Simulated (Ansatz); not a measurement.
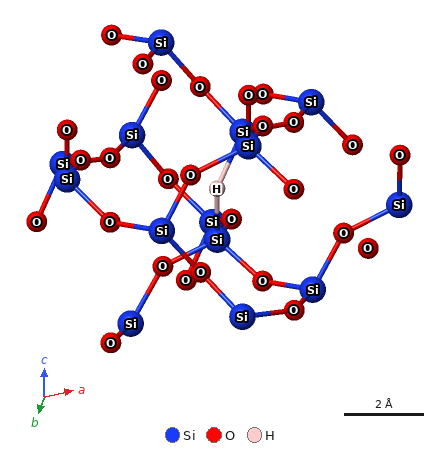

This is the input geometry for a relaxation of a defect cell of composition Si$_{24}$O$_{47}$H (cell charge −1). The picture is a ball-and-stick view of the atoms within 5.0 Å of the atom that moves most (axes of the cell of the calculation, reduced to other axes (origin shifted)), seen from a free direction. Lengths and directions refer to the drawn axes.

These are results of DFT, PBEsol, PAW, plane waves in Ansatz 0.2.0, not measurements.

Set-up: plane-wave cutoff 420 eV; k-point mesh 1 × 1 × 1; mesh shifted by (0.25, 0.25, 0.25); no spin polarisation; atoms relaxed in a fixed cell; force threshold 0.03 eV/Å; at most 80 steps.

```
CELL_PARAMETERS angstrom
9.90164 0.00000 0.00000
-4.95082 8.57507 0.00000
0.00000 0.00000 10.88588
ATOMIC_POSITIONS crystal
Si 0.23673 0.00284 0.16670
Si 0.23636 0.99877 0.66795
Si 0.23278 0.49535 0.16518
Si 0.23170 0.49911 0.66759
Si 0.73917 0.00433 0.16938
Si 0.73559 0.00082 0.66557
Si 0.73448 0.50117 0.16477
Si 0.73549 0.49973 0.66860
Si 0.00502 0.23542 0.33153
Si 0.99990 0.23683 0.83230
Si 0.00276 0.73666 0.33168
Si 0.00323 0.73485 0.83484
Si 0.50341 0.23746 0.33592
Si 0.50344 0.23788 0.82991
Si 0.50157 0.73259 0.33334
Si 0.50207 0.73838 0.83155
Si 0.26104 0.26246 0.00047
Si 0.26530 0.26642 0.50117
Si 0.26359 0.75977 0.99915
Si 0.26764 0.76590 0.49856
Si 0.76362 0.26426 0.00053
Si 0.76309 0.26598 0.49763
Si 0.76460 0.76397 0.00066
Si 0.76785 0.76591 0.49977
O 0.20317 0.12914 0.10602
O 0.20296 0.13089 0.60519
O 0.20558 0.63395 0.10390
O 0.20633 0.63391 0.60802
O 0.70618 0.13579 0.11006
O 0.70297 0.13055 0.60702
O 0.70645 0.63300 0.10757
O 0.70601 0.63651 0.60688
O 0.36317 0.07253 0.27084
O 0.36179 0.07094 0.77233
O 0.36827 0.57858 0.27811
O 0.36869 0.57702 0.77273
O 0.86847 0.07393 0.27436
O 0.86762 0.07442 0.77169
O 0.86818 0.57440 0.27489
O 0.86671 0.57222 0.77437
O 0.42647 0.29442 0.93980
O 0.42760 0.79111 0.44006
O 0.42658 0.79184 0.94459
O 0.92854 0.29404 0.43819
O 0.92843 0.29531 0.93792
O 0.92493 0.79251 0.44068
O 0.92628 0.79254 0.94193
O 0.13388 0.20477 0.39230
O 0.13172 0.20667 0.89410
O 0.13143 0.70571 0.39393
O 0.13506 0.70878 0.89102
O 0.63696 0.20499 0.39196
O 0.63095 0.20214 0.89247
O 0.63418 0.70562 0.39302
O 0.63323 0.70594 0.89336
O 0.07182 0.36791 0.22501
O 0.07547 0.37195 0.72522
O 0.06997 0.86075 0.22346
O 0.07290 0.86607 0.72536
O 0.57672 0.36659 0.22835
O 0.57250 0.36479 0.72287
O 0.57333 0.86685 0.22633
O 0.57477 0.86408 0.72596
O 0.29212 0.42456 0.06113
O 0.29232 0.42076 0.55844
O 0.28852 0.92431 0.05955
O 0.29497 0.92383 0.55922
O 0.79381 0.42458 0.05733
O 0.79520 0.43064 0.56130
O 0.79345 0.92343 0.05954
O 0.79049 0.92401 0.56126
H 0.42851 0.29487 0.44032
```

**What does the optimiser find from here?**

The atom that moves furthest is H72 (1.43 Å roughly along [−2 −1 −2]). Largest moves by element: H 1.43 Å, O 0.43 Å, Si 0.41 Å. The cell stays as it was. Near-neighbour distances that change, for instance: Si13–H72 1.608 → 2.702 Å, Si13–Si18 3.091 → 2.466 Å, Si18–O65 1.545 → 1.722 Å, Si18–O48 1.636 → 1.751 Å. New bonds form, among them: Si13–Si18 (3.09 → 2.47 Å). Bonds break, among them: Si13–H72 (1.61 → 2.70 Å). Bond angles that change, for instance: O48–Si18–H72 107.7° → 165.1°, O48–Si18–O65 111.9° → 89.6°, O65–Si18–H72 109.0° → 87.6°. After 25 geometry steps the energy has fallen by 3.977 eV per cell of the calculation. The largest force component goes from 4.2 to 0.021 eV/Å. The run took 15 s on 1 × NVIDIA GB200 with 8 threads of Arm Neoverse-V2, peak memory 1.7 GiB.

After the run, drawn alike:

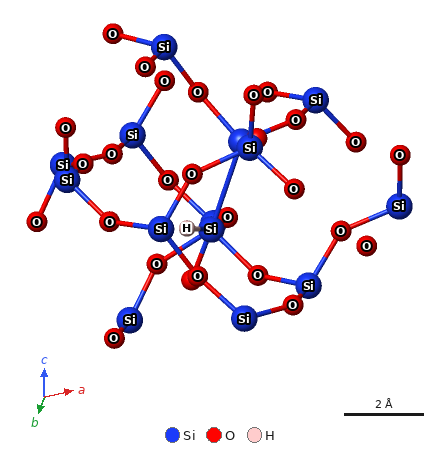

Limits of the set-up: the cell is charged, on a uniform background, and energies carry no finite-size correction.
